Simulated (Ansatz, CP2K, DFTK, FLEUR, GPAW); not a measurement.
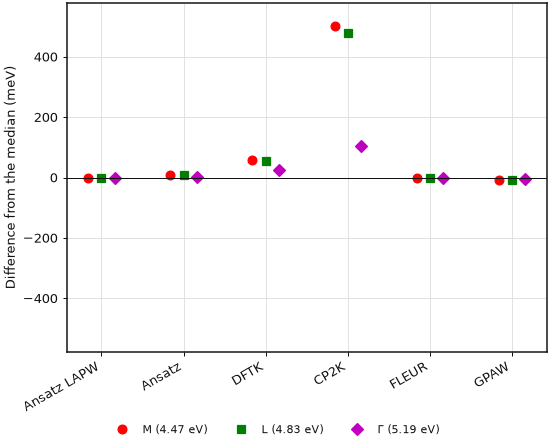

Lowest conduction level at each named k point, counted from the valence-band top at Γ, for C, space group P6_3/mmc, 8 atoms in the cell; a = 2.522 Å, c = 8.237 Å (hexagonal axes). Six runs by five programs used PBE (no spin polarisation, no spin-orbit coupling) on the same cell and 12×12×4 k mesh. The plot shows each result less the median of the plane-wave and all-electron runs, which the legend gives.

Q: How well do the programs agree?

A: The plane-wave and all-electron programs (GPAW, FLEUR, Ansatz LAPW, DFTK and Ansatz) agree within 66 meV at these points. CP2K departs by up to +502 meV (at M).

```
    program          kind  valence electrons  M (eV)  L (eV)  Γ (eV)
Ansatz LAPW  all-electron                  –   4.467   4.825   5.192
     Ansatz   plane waves                 32   4.477   4.835   5.197
       DFTK   plane waves                 32   4.525   4.881   5.220
       CP2K   local basis                 32   4.969   5.305   5.298
      FLEUR  all-electron                  –   4.465   4.823   5.194
       GPAW   plane waves                 32   4.459   4.818   5.189
```

Settings. all-electron LAPW, Fermi-Dirac smearing of 0.05 eV (Ansatz 0.2.0). SSSP efficiency PAW, 612 eV cutoff, Fermi-Dirac smearing of 0.05 eV (Ansatz 0.2.0). dojo.nc.sr.pbe.v0_4_1.standard.upf (PBE), 1116 eV cutoff, Fermi-Dirac smearing of 0.05 eV (DFTK 0.8.2). POTENTIAL_UZH C GTH-PBE-q4; TZVP-MOLOPT-PBE-GTH basis, Fermi-Dirac smearing of 0.05 eV (CP2K 2026.2). all-electron, Fermi-Dirac smearing of 0.05 eV (FLEUR MaX-R8.1 (later development tree)). GPAW PAW data sets (gpaw-data 1.2.1), 800 eV cutoff, Fermi-Dirac smearing of 0.05 eV (GPAW).

LDA, GGA and most meta-GGA functionals understate gaps. This is a hexagonal form of diamond, not graphite. CP2K: the basis of atomic orbitals isn't converged, which shifts gaps and empty levels.
